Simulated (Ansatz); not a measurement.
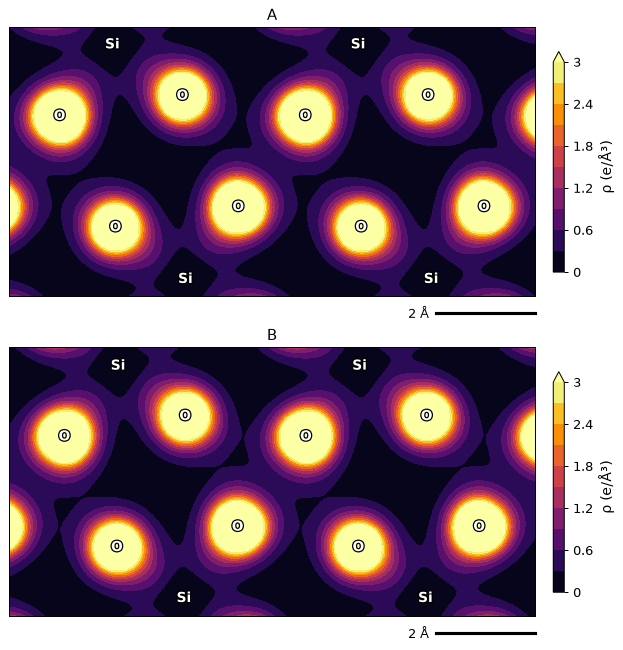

SiO2. The valence electron density of two cells that differ in size and shape, on the (111) plane of each (indices in the axes of the calculation cell), at one length scale and on one colour scale: A has 7.9 Å³ an atom and B 7.5.

Space group P4₂/mnm; started from the rutile prototype, which need not be the ambient phase.

Method: DFT, r2SCAN, plane waves, PAW (Ansatz 0.2.0).

Core electrons are frozen (PAW), and the valence fields are smoothed inside the atomic spheres.

The larger cell:

```
CELL_PARAMETERS angstrom
4.18519 0.00000 0.00000
0.00000 4.18519 0.00000
0.00000 0.00000 2.72222
ATOMIC_POSITIONS crystal
Si 0.00000 0.00000 0.00000
Si 0.50000 0.50000 0.50000
O 0.30601 0.30601 0.00000
O 0.19399 0.80601 0.50000
O 0.80601 0.19399 0.50000
O 0.69399 0.69399 0.00000
```

The smaller cell: a = 4.185 Å, b = 4.185 Å, c = 2.562 Å, α = 90.00°, β = 90.00°, γ = 90.00°.

What changes from the larger cell to the smaller?

Answer. From the larger cell to the smaller, Si–O goes from 1.78 to 1.72 Å, and the density at its midpoint from 0.93 to 1 e/Å³; the pressure goes from −7 to 17 GPa; the Kohn–Sham gap goes from 6.1 eV to 7.4 eV.
